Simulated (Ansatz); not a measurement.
# Bi_Ga in GaN (P6_3mc): charge-transition levels and formation energies, part 2 of 2

Wanted: the transition levels of a substitutional impurity in GaN (P6_3mc), from a cell of 72 host atoms with 1 Ga taken out and 1 Bi put in.

Ansatz; place-levels on r2SCAN runs: charge-transition levels and formation energies with image-charge correction and potential alignment at the atomic sites; PAW set soft_1.

So far: Set-up; Charge states; Placing the levels, r2SCAN.

## 3. Placing the levels, r2SCAN (continued)

Levels between the charges placed, in eV above the valence top:

```
        gap (eV)  (+1/0)  (0/−1)
r2SCAN      2.35    1.50    2.81
```

Corrections by state:

```
charge  moment (μB)  image terms and alignment (eV)  band filling (eV)                                  ε used  over the lowest of its charge, as the program ranks them, band filling apart (eV)
    +1          1.0                           0.495                  -  principal values (10.10, 10.10, 11.19)                                                                              0.000
     0          0.0                           0.000                  -                                       -                                                                              0.000
    −1          1.0                          -0.112             -0.965  principal values (10.10, 10.10, 11.19)                                                                              0.000
```

The charged structures listed were also run neutral, and place-levels reads from each pair, by the potential or the spins, how wide the charge is by which they differ; that can be the carrier of either run.

```
charge  rms radius (Å)  spread where it is widest against the cell (Å)  wide from (Å)  reading
    +1             1.9                                            1.10           1.43   narrow
    −1             2.6                                            1.80           1.43     wide
```

The neutral runs of these pairs need not share the spin of the lowest neutral state, and very wide values only mean spread over the cell.

From the program's caveats on the states, each cut to its opening words:

- charge +1 (1 μB): its displacements don't fall off away from the defect: farther atoms stand 0.017 Å off the host's places
- charge +1 (1 μB), −1 (1 μB): flagged: stability check not made
- charge 0: its displacements don't fall off away from the defect: farther atoms stand 0.022 Å off the host's places
- charge −1 (1 μB): it parts from the run at its places by a charge that spreads by about 1.8 Å along one vector (1.4 Å or more is wide), by its potential at epsilon [5.83, 5.83, [...]
- charge −1 (1 μB): a band-filling correction moves a carrier to the host's band edge, which changes its energy by -0.965 eV
- charge −1 (1 μB): its alignment with the host at atomic sites is doubtful: the mean over the far sites moves by +0.0510 eV from their farther parts to their nearer, more than [...]
- charge −1 (1 μB): its displacements don't fall off away from the defect: farther atoms stand 0.028 Å off the host's places

The host's formation energy from the elements is -0.653 eV per atom; it sets how far the chemical potentials can move.

Limit set by the element alone; other compounds of these elements are not counted. Chemical potentials from the elements' reference states: Ga 0.00 eV, N -1.31 eV, Bi 0.00 eV. Formation energy by charge state (Ga-rich; gap 2.35 eV):

```
charge  at valence top (eV)  at conduction bottom (eV)  correction included (eV)
    +1                 3.79                       6.14                      0.49
     0                 5.28                       5.28                      0.00
    −1                 8.10                       5.75                     -1.08
```

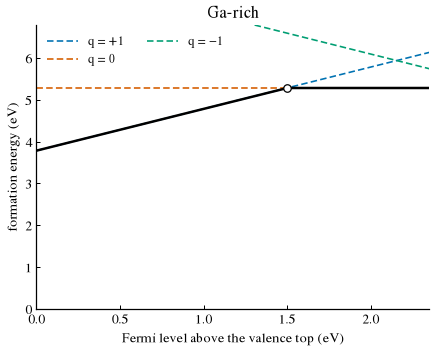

Formation energy against Fermi level; the thick line follows the lowest charge state and circles mark the transition levels.

Limit set by the element alone; other compounds of these elements are not counted. Chemical potentials from the elements' reference states: N 0.00 eV, Ga -1.31 eV, Bi 0.00 eV. Formation energies (N-rich), with the Fermi level at the valence top and at the conduction bottom (gap 2.35 eV):

```
charge  at valence top (eV)  at conduction bottom (eV)  correction included (eV)
    +1                 2.48                       4.83                      0.49
     0                 3.98                       3.98                      0.00
    −1                 6.79                       4.44                     -1.08
```

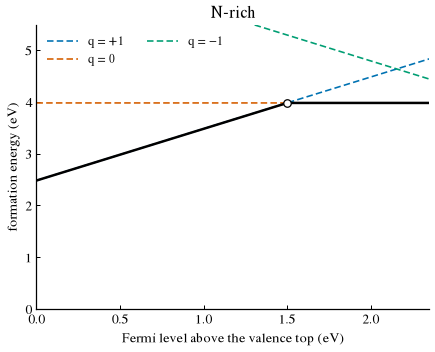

Formation energy against Fermi level; the thick line follows the lowest charge state and circles mark the transition levels.

The charge transition levels (eV, zero at the valence-band top of the host):

```
       conduction bottom  valence top
Bi_Ga               2.35         0.00
```

```
        level  energy (eV)
Bi_Ga  (+1/0)         1.50
Bi_Ga  (0/−1)         2.81
```

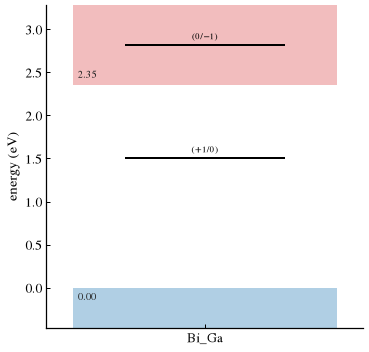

Charge transition levels. Shaded: valence and conduction bands.

## 4. The same at the relaxations' own k-points

The relaxations' own energies give the levels at their sampling, for comparison.

levels.relax_mesh.yaml reads:

```yaml
host:
  run: host.relax.run
states: [qm1_M1.relax.run, q0.relax.run, qp1_M1.relax.run]
chemical_potentials:
  Ga:
    energy: -3790.270342
    dataset: <sha256 of the dataset>
  Bi:
    energy: -12413.333252
    dataset: "<sha256 of the dataset>"
```

Run with:

```
$ ansatz place-levels levels.relax_mesh.yaml -- --threads 8 --pin off --max-ram 15073MiB
```

Output:

```text
(+1/0) 1.577 eV above the valence edge, 0.783 eV under the conduction edge
[...]
formation energy of charge +1: +3.769 eV with the Fermi level at the valence edge
formation energy of charge 0: +5.347 eV with the Fermi level at the valence edge
formation energy of charge -1: +8.150 eV with the Fermi level at the valence edge
  edges by r2scan, gap 2.361 eV; the host is sampled to repeats of 14.10 Å
[... the lines on each state left out ...]
```

Run time: 0.1 s. Hardware: 8 threads of Arm Neoverse V2, shared host.

Levels between neighbouring charges, in eV above the valence top:

```
                        gap (eV)  (+1/0)  (0/−1)
one point at (¼, ¼, ¼)      2.36    1.58    2.80
  a 2×2×2 shifted mesh      2.35    1.50    2.81
```

Going from one point at (¼, ¼, ¼) to a 2×2×2 shifted mesh moves the levels that carry no band-filling term by up to 0.08 eV and formation energies against the elements by up to 0.06 eV; band-filling terms, which differ between samplings, are in these energies.

## 5. Summary of results

- gap of the host: 2.35 eV (r2SCAN)
- level (plus 1/0): 1.50 eV above the valence top
- level (0/minus 1): 2.81 eV above the valence top, past the conduction bottom (3.78 eV above the valence top without the band-filling term)
- lowest of the charges placed, just above the valence top (0.02 eV): +1
- lowest of the charges placed, just below the conduction bottom (0.02 eV): 0
- lowest formation energy at mid-gap of the charges run, Ga-rich: 4.96 eV
- lowest formation energy at mid-gap of the charges run, N-rich: 3.65 eV

In words: Of the charges placed (−1, 0 and +1), the lowest changes at 1.50 eV (+1/0) above the valence top, in a gap of 2.35 eV. Charges above +1 were not placed, so these runs say nothing of levels that involve them. States placed: +1 at 1 μB; 0 at 0 μB; −1 at 1 μB. Other spin states or structures, where not listed, weren't placed. The program finds carriers beyond a band edge of the host and adds a band-filling term at charge −1 (-0.96 eV); steps to such a charge show no bound level, and a defect level inside a band would be read the same way. Bi is taken at its element; compounds, which aren't counted here, bound the chemical potentials and would shift these formation energies. Going from one point at (¼, ¼, ¼) to a 2×2×2 shifted mesh moves the levels that carry no band-filling term by up to 0.08 eV and formation energies against the elements by up to 0.06 eV; band-filling terms, which differ between samplings, are in these energies. The program doubts the alignment of potentials for at least one state, a sign that the cell is small. Limits: r2SCAN makes the gap too small and tends to spread out bound carriers; where a gas molecule sets a chemical potential or the host's formation energy, its binding is uncorrected; spin–orbit coupling, which can matter with heavy atoms, is left out; force components of up to 0.45 eV/Å remain in a run at the final settings.

Calculation against experiment:

| quantity | measured | r2SCAN |
| --- | --- | --- |
| band gap (least gap of the host) (eV) | 3.51 | 2.35 (-1.16 eV) |

Measured values from arxiv:1708.04036 (2017).

How well it matches: The band gap is off by -1.16 eV: a clear miss. Local and semilocal functionals usually give gaps below the measured ones. Zero-point and thermal motion shift the measured gap.

[Logs are printed without paths, hosts, clocks, repeated set-up lines and the standing remarks that a program may print on its own settings, such as how far it seeks lower states.]

[Hosts, paths, dates, database ids (printed as entryN), source tags and the programs' standing remarks are cut or masked in the printed files.]

[Where a table of states has a column of steps, it counts the stored structures, which are thinned; the runs took as many ionic steps or more.]

[A defect's name tells the site on which it was built; relaxed atoms can leave that site.]

[For some hosts the program warned that the k-mesh of the response run may be too coarse for force constants and the static dielectric constant; such warnings are not shown here.]
